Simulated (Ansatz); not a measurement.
System: Ga$_{15}$As$_{17}$ (cell with a defect).

The calculation's input:

```
crystal:
  lattice:
    - [-5.7453846371, 5.7453846371, -5.7453846371]
    - [5.7453846371, -5.7453846371, -5.7453846371]
    - [-5.7453846371, -5.7453846371, 5.7453846371]
  atoms:
    - { symbol: Ga, position: [0.75, 0.25, 1.0] }
    - { symbol: Ga, position: [0.5, 0.25, 0.25] }
    - { symbol: Ga, position: [0.25, 0.0, 0.75] }
    - { symbol: Ga, position: [0.25, 0.25, 0.5] }
    - { symbol: Ga, position: [1.0, 1.0, 1.0] }
    - { symbol: Ga, position: [0.75, 0.0, 0.25] }
    - { symbol: Ga, position: [0.5, 0.75, 0.75] }
    - { symbol: Ga, position: [0.5, 0.0, 0.5] }
    - { symbol: Ga, position: [0.25, 0.75, 1.0] }
    - { symbol: Ga, position: [0.0, 0.75, 0.25] }
    - { symbol: Ga, position: [0.75, 0.5, 0.75] }
    - { symbol: Ga, position: [0.75, 0.75, 0.5] }
    - { symbol: Ga, position: [0.5, 0.5, 1.0] }
    - { symbol: Ga, position: [0.25, 0.5, 0.25] }
    - { symbol: Ga, position: [0.0, 0.5, 0.5] }
    - { symbol: As, position: [0.0, 0.5, 0.75] }
    - { symbol: As, position: [0.75, 0.5, 0.0] }
    - { symbol: As, position: [0.5, 0.5, 0.25] }
    - { symbol: As, position: [0.25, 0.25, 0.75] }
    - { symbol: As, position: [0.25, 0.5, 0.5] }
    - { symbol: As, position: [0.0, 0.25, 0.0] }
    - { symbol: As, position: [0.75, 0.25, 0.25] }
    - { symbol: As, position: [0.5, 0.0, 0.75] }
    - { symbol: As, position: [0.5, 0.25, 0.5] }
    - { symbol: As, position: [0.25, 0.0, 0.0] }
    - { symbol: As, position: [0.0, 0.0, 0.25] }
    - { symbol: As, position: [0.75, 0.75, 0.75] }
    - { symbol: As, position: [0.75, 0.0, 0.5] }
    - { symbol: As, position: [0.5, 0.75, 0.0] }
    - { symbol: As, position: [0.25, 0.75, 0.25] }
    - { symbol: As, position: [0.0, 0.75, 0.5] }
    - { symbol: As, position: [-0.0054727094, 0.3418111289, 0.6383801035], spin: 2.0 }
  host:
    lattice:
      - [0.0, 2.8726923185, 2.8726923185]
      - [2.8726923185, 0.0, 2.8726923185]
      - [2.8726923185, 2.8726923185, 0.0]
    atoms:
      - { symbol: Ga, position: [0.0, 0.0, 0.0] }
      - { symbol: As, position: [0.25, 0.25, 0.25] }
basis:
  ecutwfc: 420
  xc_grid: 2
kpoints:
  mp_grid: { grid: [2, 2, 2], shift: [0.5, 0.5, 0.5] }
hamiltonian:
  xc: pbe
scf:
  occupations: { method: gaussian, width: 0.02 }
output:
  forces: true
  stress: false
  eigenvalues: true
  populations: true
  charged_corrections: { defect_position: [0.0, 0.25, 0.75] }
  write_density: true
  write_potential: true
  elf: true
  volumetric_format: npy
magnetization:
  spin_polarized: true
relax:
  adjacent_minimum: "off"
  f_tol: 0.025
  max_steps: 60
```

Run with:

```sh
ansatz run input.yaml --threads 8 --pin off --max-ram 22528MiB --backend cpu --events-out ev --progress --plain --runs-dir out
```

The fields are those of the relaxed geometry.

The program warned that a starting moment wasn't kept; spin-polarised, but the moments vanished.

These are results of DFT PBE, scalar-relativistic, plane waves, PAW in Ansatz, not measurements.

**What can the converged valence pseudo-density and electron localisation function tell about the bonding?**

Ga–As (2.48 Å): ρ is about 0.49 e/Å³ halfway; the ELF peaks at about 0.80 between the atoms: localised, covalent bonding.
Ga–As (2.51 Å): the density is about 0.44 e/Å³ at the midpoint; the ELF peaks at about 0.80 between the atoms (a shared electron pair).

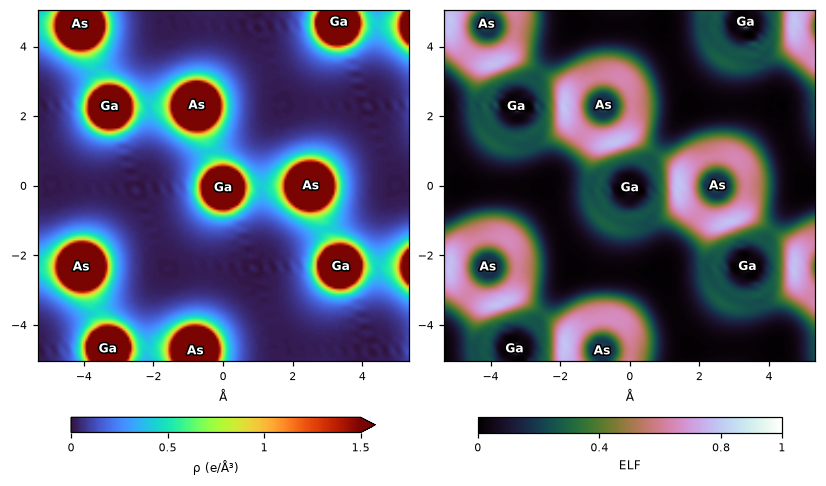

Computed valence pseudo-density and electron localisation function on the (100) plane of the calculation cell, in this order. 
